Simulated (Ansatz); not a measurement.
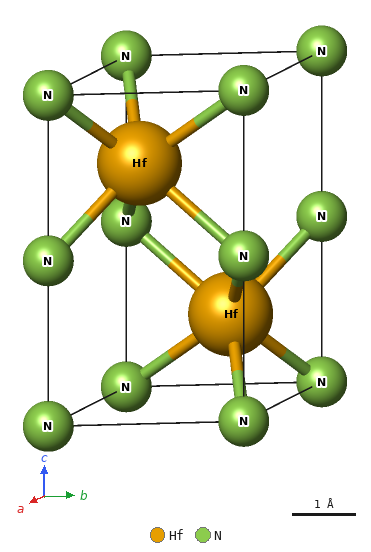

The starting point is crystalline HfN (set up in P6_3/mmc). Style: ball-and-stick. Shown: the cell of the calculation, slightly off an axis.

Theory: Ansatz, DFT PBEsol, scalar-relativistic, plane waves, PAW. Set-up: plane-wave cutoff 420 eV; k-point mesh 18 × 18 × 10; occupations gaussian; smearing width 0.1 eV; no spin polarisation.

The variant: Uniaxial strain along c, −4.0 %, is applied. The a and b axes and the atoms are relaxed.

Input
```yaml
crystal:
  lattice:
    - [3.1589843564, 0.0, 0.0]
    - [-1.5794921782, 2.7357607028, 0.0]
    - [0.0, 0.0, 5.1752984593]
  atoms:
    - { symbol: Hf, position: [0.6666666666, 0.3333333334, 0.75] }
    - { symbol: Hf, position: [0.3333333334, 0.6666666666, 0.25] }
    - { symbol: "N", position: [0.0, 0.0, 0.0] }
    - { symbol: "N", position: [0.0, 0.0, 0.5] }
basis:
  ecutwfc: 420
kpoints:
  mp_grid: { grid: [18, 18, 10] }
hamiltonian:
  xc: pbesol
scf:
  occupations: { method: gaussian, width: 0.1 }
output:
  forces: true
  stress: true
  eigenvalues: true
relax:
  adjacent_minimum: "off"
  f_tol: 0.008
  max_steps: 40
  cell: { stress_tol: 0.015, fix: [c, angles] }
```

Launched with:
```bash
ansatz run input.yaml --threads 1 --pin off --max-ram 2560MiB --backend cpu --events-out ev --progress --plain --runs-dir out
```

> What does the calculation give for the changed structure?

It costs 31.9 meV per atom. The pressure goes from −0.1 to 7.6 GPa. The principal stresses (compression positive) are 22.8 GPa along c and none across it. The drawn cell changes as follows: a = b 3.128 → 3.152 Å (+0.8 %), c 5.391 → 5.175 Å (−4.0 %); the volume changes by −2.5 %. The atoms keep their places relative to the cell (all moves are under 0.005 Å). Near-neighbour distances before and after: Hf–Hf 3.244 → 3.164 Å, Hf–Hf 3.128 → 3.152 Å, Hf–N 2.253 → 2.233 Å. The space group stays P6_3/mmc (No. 194).

The changed structure in the same view:

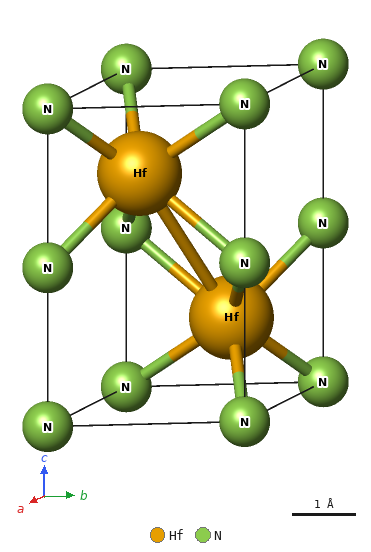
